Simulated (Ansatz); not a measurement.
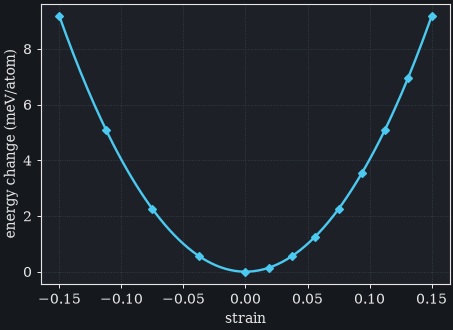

The figure shows the energy change against strain for Rb, space group Im-3m (No. 229).

Structure:
```xyz
1
Lattice="-2.8060 2.8060 2.8060 2.8060 -2.8060 2.8060 2.8060 2.8060 -2.8060" Properties=species:S:1:pos:R:3 pbc="T T T"
Rb    0.0000    0.0000    0.0000
```

Method: homogeneous strain of a crystal along one Voigt pattern with engineering shear, fractional coordinates fixed, by plane-wave density functional theory with PAW datasets, free energies less that of the undisturbed cell, pressure positive in compression; scalar-relativistic (Ansatz 0.2.0). Level: LDA, no spin polarisation.

```json
{"setting": "wave cutoff", "value": "420 eV"}
{"setting": "k mesh", "value": "12×12×12"}
{"setting": "occupations", "value": "Gaussian"}
{"setting": "smearing width", "value": "0.15 eV"}
{"setting": "k shift", "value": "(0, 0, 0) (mesh steps)"}
{"setting": "start", "value": "as given"}
{"setting": "strain pattern", "value": "(0, 0, 0, 1, 0, 0) (xx yy zz yz xz xy with engineering shear)"}
```

The points at strain −0.1125, −0.0375, 0.075 and 0.15 follow from computed ones by symmetry.

From this curve and the settings, what does the calculation give for the tensile stress summed over the strain pattern and pressure at the same points?

The tensile stress summed over the strain pattern rises from −0.252 GPa at strain −0.1500 to 0.252 GPa at 0.1500, and changes sign near 0.000. The pressure goes from −0.322 GPa at strain −0.1500 to −0.322 GPa at 0.1500, not monotonically, with a low of −0.359 GPa at 0.0000.

```tsv
strain	tensile stress summed over the strain pattern (GPa)	pressure (GPa)
-0.1500	-0.252	-0.322
-0.1125	-0.186	-0.339
-0.0750	-0.123	-0.351
-0.0375	-0.061	-0.357
0.0000	0.000	-0.359
0.0187	0.030	-0.359
0.0375	0.061	-0.357
0.0562	0.092	-0.355
0.0750	0.123	-0.351
0.0937	0.154	-0.346
0.1125	0.186	-0.339
0.1312	0.219	-0.332
0.1500	0.252	-0.322
```

Keep in mind: reference crystal is not relaxed.
